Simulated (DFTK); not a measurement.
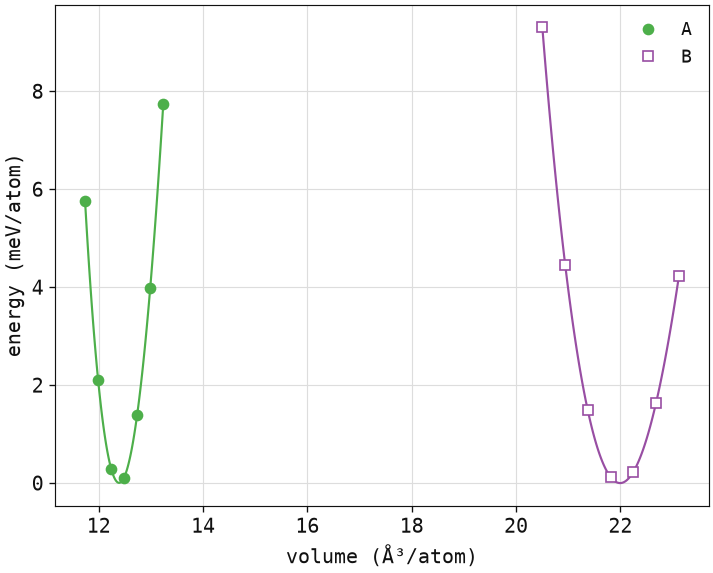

The figure compares two calculations of the energy against volume, each curve from its own zero. The first is for NaF, space group Fm-3m (No. 225).

The cell holds 2 atoms.

Calculation (DFTK 0.8.2): plane-wave DFT, no spin polarisation; energies at scaled volumes of the given cell, shape and fractions fixed, counted from the fit's minimum, third-order Birch-Murnaghan fit. Level: PBEsol.

```csv
setting,value
k mesh,10×10×10
occupations,Fermi–Dirac
smearing width,0.05 eV
potentials,dojo.nc.sr.pbesol.v0_4_1.standard
wave cutoff,1197 eV
```

In the second, F is replaced by Cl on all its sites, which gives NaCl in the same structure. The second calculation uses k mesh 8×8×8.

### Which of A and B is the second calculation, and what did the change do?

B. The equilibrium volume rises from 12.39 to 22.00 Å³/atom (+78 %) and the bulk modulus falls from 48.5 to 25.8 GPa (−47 %).

V0 and the bulk modulus come from third-order Birch–Murnaghan fits.
